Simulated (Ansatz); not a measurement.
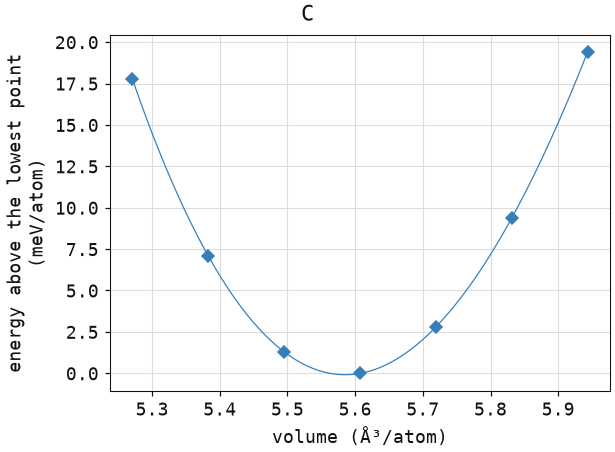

The picture above shows the energy above the lowest point against volume for C, space group Pm-3m (No. 221) (one of a set of cubic test structures, which need not be the stable phase).

Computed with Ansatz 0.2.0 development build: equation of state of a cubic crystal from periodic Kohn-Sham density functional theory without spin, third-order Birch-Murnaghan fit to the free energies; pressure corrected for the finite basis. Level: PBE.

structure type simple cubic; atoms in cell 1; space group number 221; lattice centring simple cubic; k mesh 21×21×21; occupation method Fermi–Dirac; occupation width 0.06123 eV; wave cutoff 700 eV; datasets hard PAW; density tolerance 1e−09 eV; bands 6; density cutoff ratio 4; search for lower states default.

From this curve and the settings, what does the calculation give for the pressure at the same points?

The pressure falls from 19.2 GPa at volume 5.2707 Å³/atom to −16.7 GPa at 5.9436 Å³/atom, and changes sign near 5.59 Å³/atom.

```csv
volume (Å³/atom),pressure (GPa)
5.2707,19.2
5.3829,11.6
5.4950,5.0
5.6072,-1.1
5.7193,-6.8
5.8315,-12.0
5.9436,-16.7
```

Limits of the calculation: cubic model structure, not the ambient form; modest k-mesh, values are not fully converged in k.
